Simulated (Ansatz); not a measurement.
System: Sm, space group Fd-3m (No. 227) (one of a set of cubic test structures, which need not be the stable phase).

Input of one of the runs behind the figure:
```
crystal:
  lattice:
    - [0.0, 2.755552857144, 2.755552857144]
    - [2.755552857144, 0.0, 2.755552857144]
    - [2.755552857144, 2.755552857144, 0.0]
  atoms:
    - { symbol: Sm, position: [0, 0, 0] }
    - { symbol: Sm, position: [0.25, 0.25, 0.25] }
kpoints:
  mp_grid: { grid: [17, 17, 17] }
hamiltonian:
  xc: pbe
  pseudopotentials: { kind: paw }
scf:
  occupations: { method: fermi_dirac, width: 0.061225619053 }
output:
  forces: true
  stress: true
```

Command:
```bash
ansatz run input.yaml --threads 1
```

Method: equation of state of a cubic crystal from periodic Kohn-Sham density functional theory without spin, third-order Birch-Murnaghan fit to the free energies; pressure corrected for the finite basis (Ansatz 0.2.0 development build). Level: PBE.

structure type diamond; atoms in cell 2; space group number 227; lattice centring face-centred primitive; k mesh 17×17×17; occupation method Fermi–Dirac; occupation width 0.06123 eV; wave cutoff 420 eV; datasets soft-1 PAW; density tolerance 1e−07 eV; bands 30; density cutoff ratio 4; search for lower states default.

Predict the energy above the lowest point and pressure against volume. The volume takes the values 19.67, 20.09, 20.50, 20.92, 21.34, 21.76, 22.18 Å³/atom.

A third-order Birch–Murnaghan fit gives V0 = 20.91 Å³/atom, B0 = 122 GPa and B′ = 5.6. The energy above the lowest point is 32.3 meV/atom at volume 19.67 Å³/atom and 25.5 meV/atom at 22.18 Å³/atom; the lowest computed point is at volume 20.92 Å³/atom (0.0 meV/atom). The pressure falls from 8.9 GPa at volume 19.67 Å³/atom to −6.1 GPa at 22.18 Å³/atom, and changes sign near 20.92 Å³/atom.

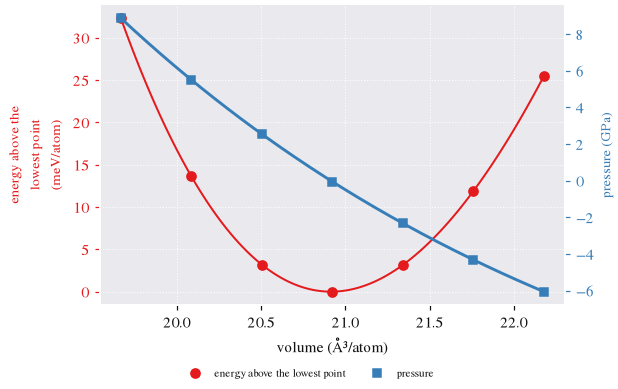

Note: cubic model structure, not the ambient form; modest k-mesh, values are not fully converged in k; open f shell treated without spin.
